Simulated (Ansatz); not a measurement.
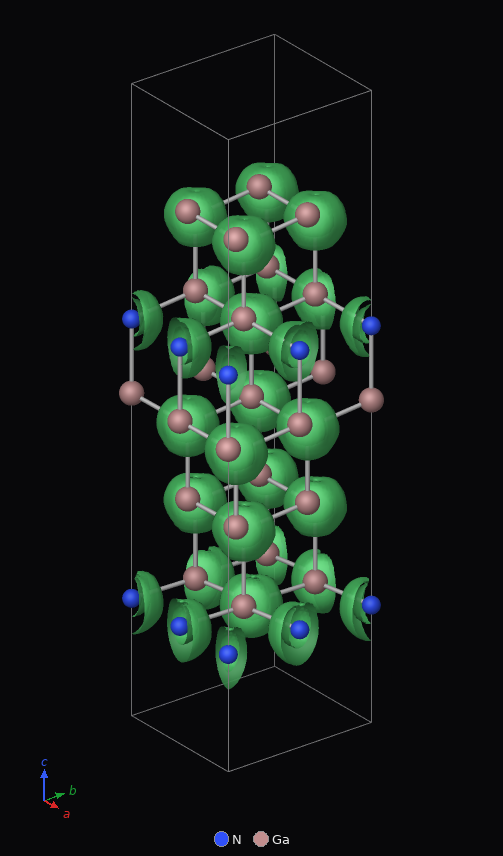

GaN (slab). Isosurface of the ELF at 0.75 (green), seen slightly off an axis. Core shells and regions of very low density are left out. Sticks mark near contacts.

These are results of DFT PBEsol, scalar-relativistic, plane waves, PAW in Ansatz 0.2.0, not measurements.

```yaml
crystal:
  lattice:
    - [3.18073, 0.00000, 0.00000]
    - [-1.59036, 2.75459, 0.00000]
    - [0.00000, 0.00000, 26.03748]
  atoms:
    - { symbol: N, position: [0.00000, 0.00000, 0.29529] }
    - { symbol: Ga, position: [0.33333, 0.66667, 0.30882] }
    - { symbol: N, position: [0.33333, 0.66667, 0.38918] }
    - { symbol: Ga, position: [0.66667, 0.33333, 0.41033] }
    - { symbol: N, position: [0.66667, 0.33333, 0.48817] }
    - { symbol: Ga, position: [0.00000, 0.00000, 0.51018] }
    - { symbol: N, position: [0.00000, 0.00000, 0.58784] }
    - { symbol: Ga, position: [0.33333, 0.66667, 0.61008] }
    - { symbol: N, position: [0.33333, 0.66667, 0.68861] }
    - { symbol: Ga, position: [0.66667, 0.33333, 0.71149] }
```

Where are the electrons localised?

Answer. At this value the surface marks out five regions wrapped around N (the valence shell of each), counted in one cell of 10 atoms. Counts are for one cell; the picture repeats the cell along the surface.

Values along the shortest contacts:
Ga–N (1.87 Å): the ELF peaks at about 0.85 in the valence shell of N, 0.6 Å from its nucleus, and is about 0.50 at the midpoint. Ga–N (1.92 Å): the ELF peaks at about 0.85 in the valence shell of N, 0.6 Å from its nucleus, and is about 0.50 at the midpoint.
